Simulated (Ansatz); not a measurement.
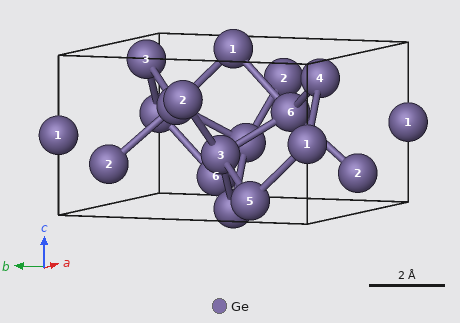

This is the input geometry for a relaxation of solid Ge (a generated structure, set up in I4_122) (coarse preliminary run). Style: ball-and-stick. Shown: the conventional cell (2 times the calculation's cell), from a free direction. Lengths and directions refer to the drawn axes.

Theory: Ansatz 0.2.0, DFT PBE, scalar-relativistic, plane waves, PAW.

Input
```yaml
crystal:
  lattice:
    - [-3.60298066, 3.60298066, 2.15458898]
    - [3.60298066, -3.60298066, 2.15458898]
    - [3.60298066, 3.60298066, -2.15458898]
  atoms:
    - { symbol: Ge, position: [0.5, 0.5, 0.0] }
    - { symbol: Ge, position: [0.25, 0.75, 0.5] }
    - { symbol: Ge, position: [0.82517507, 0.625, 0.70017507] }
    - { symbol: Ge, position: [0.92482493, 0.125, 0.29982493] }
    - { symbol: Ge, position: [0.375, 0.17482493, 0.29982493] }
    - { symbol: Ge, position: [0.875, 0.07517507, 0.70017507] }
basis:
  ecutwfc: 420
kpoints:
  mp_grid: { grid: [6, 6, 6] }
hamiltonian:
  xc: pbe
scf:
  occupations: { method: gaussian, width: 0.1 }
  lower_state_search: "off"
output:
  forces: true
  stress: true
  eigenvalues: true
relax:
  adjacent_minimum: "off"
  f_tol: 0.04
  max_steps: 70
  cell: { stress_tol: 0.4 }
```

Launched with:
```bash
ansatz run input.yaml --threads 1 --pin off --max-ram 2560MiB --backend cpu --events-out ev --progress --plain --runs-dir out
```

### Where does the relaxation end?

The energy falls by 1.323 eV per cell of the calculation in 4 accepted moves (5 points after the start). Largest force component: 2 eV/Å at the start, 0.018 eV/Å at the end. The pressure goes from 18.09 to 0.31 GPa. At 1 point the geometry stayed and the basis and grid were re-selected for the new cell (energy shift of 6.9 meV per cell of the calculation at most each time). The largest moves relative to the cell, 0.15 Å, are those of Ge3, Ge4, Ge5 and Ge6. Ge6 goes along +a. The drawn cell changes as follows: a = b 7.206 → 7.526 Å (+4.4 %), c 4.309 → 4.590 Å (+6.5 %); the volume changes by +16.2 %. Some distances before and after: Ge3–Ge5 2.307 → 2.612 Å, Ge1–Ge3 2.447 → 2.560 Å. Among the angles between lasting bonds that change: Ge1–Ge4–Ge2 163.1° → 170.0°, Ge3–Ge2–Ge5 102.7° → 108.9°, Ge3–Ge2–Ge6 130.7° → 125.4°. The space group stays I4_122 (No. 98). The run took 120 s on 1 thread of Arm Neoverse V1, on a shared host, peak memory 0.43 GiB.

History of the run:

```json
{"step": "0", "E − E(0), meV/atom": "0.00", "largest force component, eV/Å": "2.0405", "pressure, GPa": "18.09", "volume, Å³/atom": "18.646", "note": ""}
{"step": "1", "E − E(0), meV/atom": "-188.04", "largest force component, eV/Å": "0.7391", "pressure, GPa": "4.11", "volume, Å³/atom": "21.221", "note": ""}
{"step": "2", "E − E(0), meV/atom": "-212.21", "largest force component, eV/Å": "0.3177", "pressure, GPa": "0.94", "volume, Å³/atom": "21.868", "note": ""}
{"step": "3", "E − E(0), meV/atom": "-215.53", "largest force component, eV/Å": "0.0201", "pressure, GPa": "1.94", "volume, Å³/atom": "21.042", "note": ""}
{"step": "4", "E − E(0), meV/atom": "-219.32", "largest force component, eV/Å": "0.0178", "pressure, GPa": "0.20", "volume, Å³/atom": "21.666", "note": ""}
{"step": "5", "E − E(0), meV/atom": "-220.46", "largest force component, eV/Å": "0.0177", "pressure, GPa": "0.31", "volume, Å³/atom": "21.666", "note": "same geometry, new basis"}
```

The structure at the end:

```xyz
6
Lattice="-3.7632 3.7632 2.2948 3.7632 -3.7632 2.2948 3.7632 3.7632 -2.2948" Properties=species:S:1:pos:R:3 pbc="T T T"
Ge    3.7632    3.7632    0.0000
Ge    3.7632    0.0000    1.1474
Ge    1.8816    3.5406    1.7211
Ge   -1.8816    3.9858    1.7211
Ge    0.2226    1.8816    0.5737
Ge   -0.2226    5.6448    0.5737
```

After the run, drawn alike:

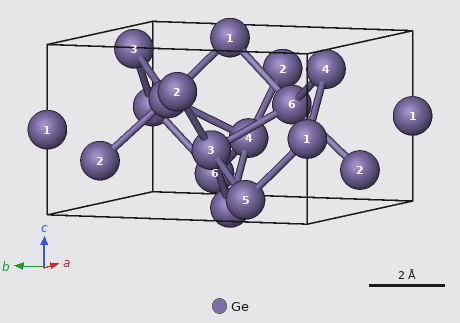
